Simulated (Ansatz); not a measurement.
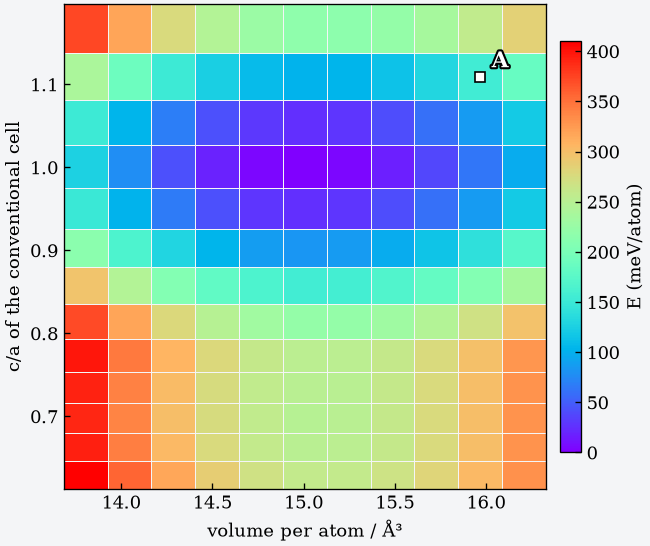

Re (Fm-3m, No. 225; 1 atom in the cell). The energy is mapped over volume and the cell's shape. Coordinates scanned: (1) volume per atom; (2) c/a of the conventional cell. Nothing is relaxed (symmetry fixes all fractional coordinates). The grid has 11 × 13 points. Points are written as (first, second). Energies: meV/atom, counted from the lowest grid point. The cutoff or the k-mesh is coarse on purpose, so the values aren't converged. These are results of DFT PBE, scalar-relativistic, plane waves, PAW in Ansatz 0.2.0, not measurements. Settings: cutoff 420 eV, k-mesh 10×10×10, gaussian smearing 0.15 eV, no spin polarisation.

The picture shows one coloured cell a grid point, the point A.

Is A at rest? If not, where is it pushed?

Answer. A, at (15.967 Å³, 1.109), is not a stationary point. The computed force is 113 meV/atom for each Å³ towards smaller values of volume per atom and 1500 meV/atom for each unit towards smaller values of c/a of the conventional cell.
